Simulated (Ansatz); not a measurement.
## Electronic structure of CdSe in real space

Input

```
crystal:
  lattice:
    - [0.0, 2.873958, 2.873958]
    - [2.873958, 0.0, 2.873958]
    - [2.873958, 2.873958, 0.0]
  atoms:
    - { symbol: Cd, position: [0.0, 0.0, 0.0] }
    - { symbol: Se, position: [0.5, 0.5, 0.5] }
hamiltonian:
  xc: pbe
  pseudopotentials: { kind: paw }
kpoints:
  mp_grid: { grid: [8, 8, 8] }
scf:
  occupations: { method: gaussian, width: 0.012 }
output:
  forces: true
  stress: true
  eigenvalues: true
  write_density: true
  write_potential: true
  elf: true
  volumetric_format: npy
```

Command:

```sh
ansatz run input.yaml --threads 2 --pin off --max-ram 5632MiB --backend cpu --events-out ev --progress --plain --runs-dir out
```

Below, planes, directions and counts refer to the conventional cell (a = 5.75 Å, b = 5.75 Å, c = 5.75 Å, α = 90.00°, β = 90.00°, γ = 90.00°).

Space group Fm-3m; a structure from a database of computed crystals, not necessarily the ambient phase.

All numbers below come from Kohn-Sham DFT of a periodic cell, PBE, Ansatz PAW (Ansatz 0.2.0).

The density is the valence pseudo-density of a PAW calculation; it isn't the true density close to the nuclei.

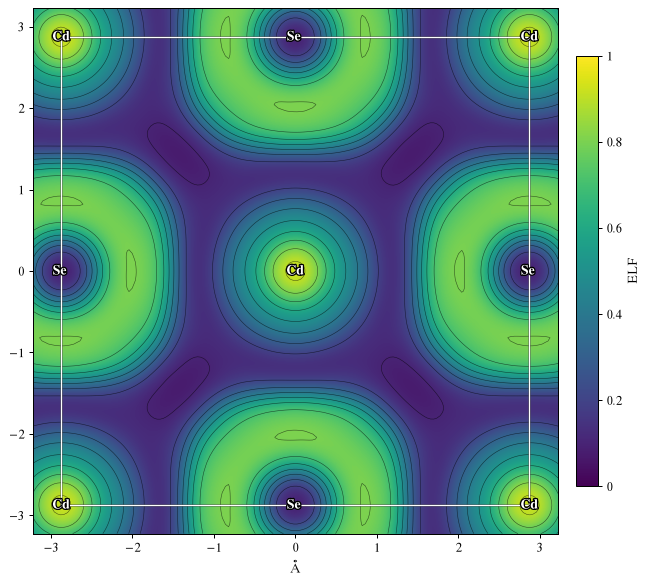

Figure 1. ELF on the (001) plane of the conventional cell.

> What does the map show?

- The plane passes through Cd and Se nuclei.
- Cd–Se (2.87 Å): the ELF is about 0.30 at the midpoint and 0.15 at its lowest between the atoms.
- The features right at Cd lie inside the PAW spheres, where the map follows smoothed inner orbitals and isn't to be read closely.

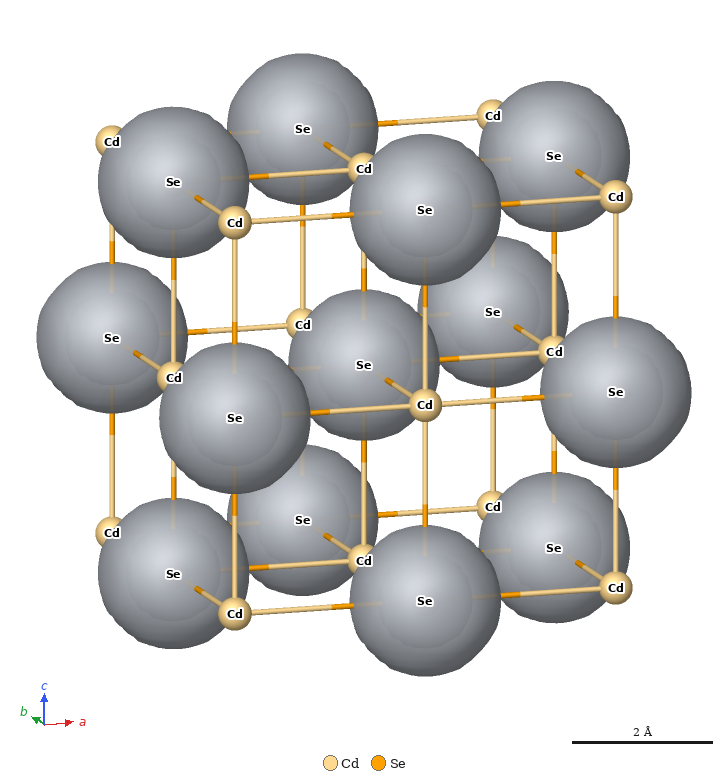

Figure 2. Isosurface of the ELF at 0.75 (grey), seen slightly off an axis. Core shells and regions of very low density are left out. Sticks mark near contacts.

> Identify the bonds, lone pairs and shells in this picture.

The ELF exceeds this value in four regions wrapped around Se (the valence shell of each), counted in one cell of 8 atoms. Regions shared between cells count once.
